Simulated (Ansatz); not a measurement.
## Single-point calculation, with input and output: TaN (part 3 of 3)

TaN (P6/mmm, 6 atoms in the cell); DFT PBE, scalar-relativistic, plane waves, PAW, spin-polarised (Ansatz 0.2.0); cutoff 420 eV, 4×4×7 k-mesh, Gaussian smearing of 0.05 eV, collinear spins. The structure derives from an entry of the Crystallography Open Database. It belongs to a series of runs on one base structure; here: random orbitals: harmonics, high filling.

Geometry of the input (Å; fractional positions):
```
5.1850  0.0000  0.0000
-2.5925  4.4903  0.0000
0.0000  0.0000  2.9080
Ta 0.0000  0.0000  0.0000
Ta 0.3333  0.6667  0.5000
Ta 0.6667  0.3333  0.5000
N  0.5000  0.0000  0.0000
N  0.5000  0.5000  0.0000
N  0.0000  0.5000  0.0000
```

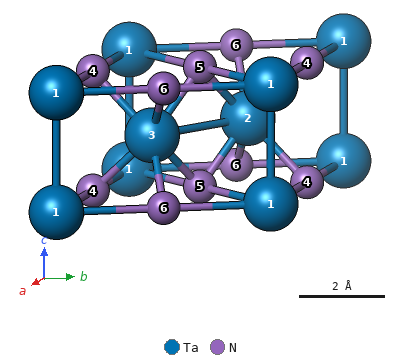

The input geometry (ball-and-stick view of the cell of the calculation, seen slightly off an axis; atoms are numbered from 1 in the order of the input).

**The program's output, continued**
```
--- Stress (GPa, compression-positive) ---
       10.907439       0.000000       0.000000
        0.000000      10.907433       0.000000
        0.000000       0.000000       9.462202
  P = ⅓ Tr σ = 10.4257 GPa (104.257 kbar)
--- Band table (eV; the first three rows and the last of 56) ---
  k-point 0 ↑: bands = ["-49.5309", "-49.4823", "-49.2006", "-16.4577", "-16.4577", "-16.0713", "-16.0713", "-15.8418", "-15.7502", "-15.7502", "-15.7018", "-14.9861", "1.2113", "4.4545", "4.4545", "9.4072", "12.4697", "12.4697", "13.4715", "13.4715", "14.0933", "16.4795", "16.6510", "16.6510", "17.1516", "17.6122", "18.4404", "18.4404", "20.5123", "20.5123", "20.9350", "21.8582", "21.8582", "22.8084", "22.9582", "22.9582"]
  k-point 1 ↑: bands = ["-49.5219", "-49.4736", "-49.1936", "-16.4278", "-16.4278", "-16.0399", "-16.0399", "-16.0301", "-15.8699", "-15.7472", "-15.7472", "-15.1135", "1.6617", "4.2439", "4.2439", "10.1395", "12.4685", "12.4685", "13.3384", "13.3384", "13.8190", "15.7390", "15.7390", "16.5550", "17.2505", "18.4629", "18.8679", "18.8679", "20.2135", "20.2135", "21.1561", "22.2142", "22.2142", "22.9043", "22.9043", "23.0295"]
  k-point 2 ↑: bands = ["-49.5016", "-49.4540", "-49.1777", "-16.4318", "-16.3598", "-16.3598", "-16.2319", "-15.9623", "-15.9623", "-15.7469", "-15.7469", "-15.3908", "2.7619", "3.7791", "3.7791", "11.9681", "12.1568", "12.1568", "12.3367", "13.1952", "13.1952", "15.1047", "15.1047", "17.4841", "18.1910", "18.4711", "18.4711", "19.7364", "19.7364", "20.5843", "21.7726", "22.8601", "22.8601", "23.0134", "23.0134", "23.5808"]
  k-point 27 ↓: bands = ["-49.4696", "-49.4539", "-49.1650", "-16.6764", "-16.5912", "-16.3504", "-16.1734", "-16.0194", "-15.8388", "-15.7623", "-15.7537", "-15.5858", "3.3583", "3.6409", "3.8253", "11.2884", "11.9963", "12.3030", "12.6670", "12.9488", "13.4607", "14.1313", "15.5976", "15.9724", "16.9762", "17.5208", "18.3439", "21.5753", "21.9002", "22.0375", "22.4706", "23.0378", "23.0949", "23.5759", "23.6883", "25.4021"]
Occupation matrices written to [file]
--- Löwdin populations: 6 sites ---
  site symbol       q [e]    m [muB]
     0     Ta     12.4979     0.0000
     1     Ta     12.0728     0.0000
     2     Ta     12.0728     0.0000
     3      N      5.6879     0.0000
     4      N      5.6879     0.0000
     5      N      5.6879     0.0000
  spilling = 0.005422 (of n_electrons = 54.000000)
--- Occupation matrices: 3 shells (run DFT+U table (all-electron-ortho-atomic); ε = 2.00e-2, provisional) ---
  Ta0 d_5D: site group D6h (6/mmm)
  Ta0 d_5D up     Tr n = 1.9396  λ = 0.309 0.309 0.440 0.440 0.443  [2× x2-y2 0.50 E2g(1.00) | 3× z2 0.33 E1g(0.67)]
  Ta0 d_5D dn     Tr n = 1.9396  λ = 0.309 0.309 0.440 0.440 0.443  [2× x2-y2 0.50 E2g(1.00) | 3× z2 0.33 E1g(0.67)]
  specified occupation → Ta0 d_5D up: matrix, ‖Δ‖_F = 1.0755, Tr Δ = +0.0604, displaced = 1.1613, d_λ = 0.9498; orbital distance = 1.4142
  specified occupation → Ta0 d_5D dn: matrix, ‖Δ‖_F = 0.8353, Tr Δ = -1.8396, displaced = 0.9198, d_λ = 0.8353; orbital distance = 0.0000
  Ta1 d_5D: site group D3h (-6m2)
  Ta1 d_5D up     Tr n = 1.8091  λ = 0.335 0.335 0.360 0.360 0.418  [2× xz 0.50 E''(1.00) | 2× x2-y2 0.50 E'(1.00) | z2 1.00 A1'(1.00)]
  Ta1 d_5D dn     Tr n = 1.8091  λ = 0.335 0.335 0.360 0.360 0.418  [2× xz 0.50 E''(1.00) | 2× x2-y2 0.50 E'(1.00) | z2 1.00 A1'(1.00)]
  specified occupation → Ta1 d_5D up: matrix, ‖Δ‖_F = 1.0717, Tr Δ = +0.1909, displaced = 1.1492, d_λ = 0.9952; orbital distance = 1.5811
  specified occupation → Ta1 d_5D dn: matrix, ‖Δ‖_F = 0.7674, Tr Δ = -1.7091, displaced = 0.8546, d_λ = 0.7674; orbital distance = 0.0000
  Ta2 d_5D: site group D3h (-6m2)
  Ta2 d_5D up     Tr n = 1.8091  λ = 0.335 0.335 0.360 0.360 0.418  [2× xz 0.50 E''(1.00) | 2× x2-y2 0.50 E'(1.00) | z2 1.00 A1'(1.00)]
  Ta2 d_5D dn     Tr n = 1.8091  λ = 0.335 0.335 0.360 0.360 0.418  [2× xz 0.50 E''(1.00) | 2× x2-y2 0.50 E'(1.00) | z2 1.00 A1'(1.00)]
  specified occupation → Ta2 d_5D up: matrix, ‖Δ‖_F = 0.9952, Tr Δ = +0.1909, displaced = 1.0659, d_λ = 0.9952; orbital distance = 0.7071
  specified occupation → Ta2 d_5D dn: matrix, ‖Δ‖_F = 0.7674, Tr Δ = -1.7091, displaced = 0.8546, d_λ = 0.7674; orbital distance = 0.0000
  Tr n, λ and their labels are of the run-group-symmetrised matrices; stabiliser: 48 of 48 elements of G0×{1,Θ} (closed), max defect 2.5e-6 at τ = 4.2e-3
```

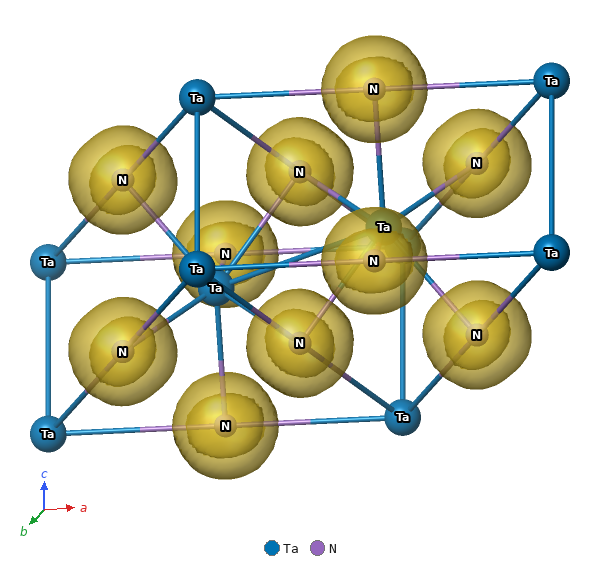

Isosurface of the electron localisation function at 0.75 (yellow), seen at an oblique angle. Core shells and regions of very low density are left out. Sticks mark near contacts. The outline is the cell set on symmetry axes. Profiles from the grid: Ta–N (2.09 Å): the ELF is about 0.25 at the midpoint; no shared pair; the contact is polar. Ta–Ta (2.91 Å): the ELF is about 0.40 at the midpoint (no shared electron pair). In a PAW calculation such maps are meaningful between the atoms, not at the nuclei.

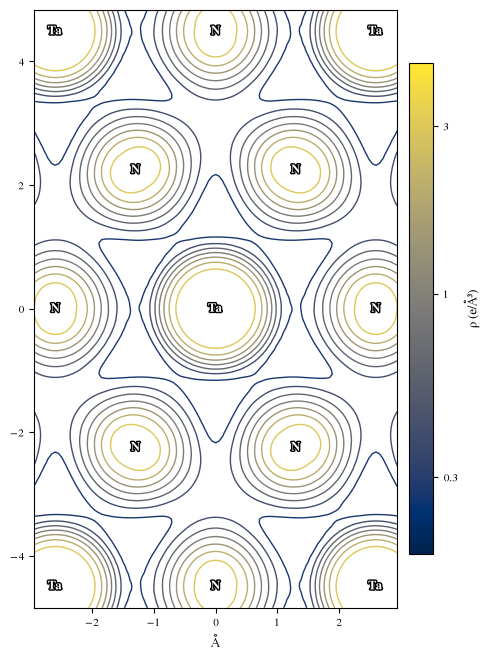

Valence charge density (pseudo) on the (001) plane of the conventional cell. The plane passes through Ta and N nuclei. Away from the nuclei the density in this plane falls to 0.18 e/Å³ at its lowest.

**Summary**

| quantity | value |
| --- | --- |
| outcome | converged |
| space group (tolerance 0.01 Å) | P6/mmm (191) |
| electrons treated | 54 |
| free energy | −30953.0315 eV |
| Fermi energy | 19.723 eV |
| gap on the k-point mesh | none (metallic) |
| net moment of the cell | 0.00 μB |
| integrated absolute moment | 0.00 μB |
| pressure | 10.43 GPa |
| largest force (length of the vector) | under 0.001 eV/Å |
| hardware | 4 threads of Intel Xeon (Emerald Rapids), 16 GiB of memory available, shared host |
| wall time | 9.6 s (CPU time 36 s) |
| peak memory | 0.5 GiB |

Warnings of the run: some starting moments were not kept; the typed occupations were not kept; the occupation matrices lower the symmetry. Spin–orbit coupling is left out, which matters for Ta. The cell is under a pressure of 10.4 GPa at this level, so it is not at its equilibrium volume.
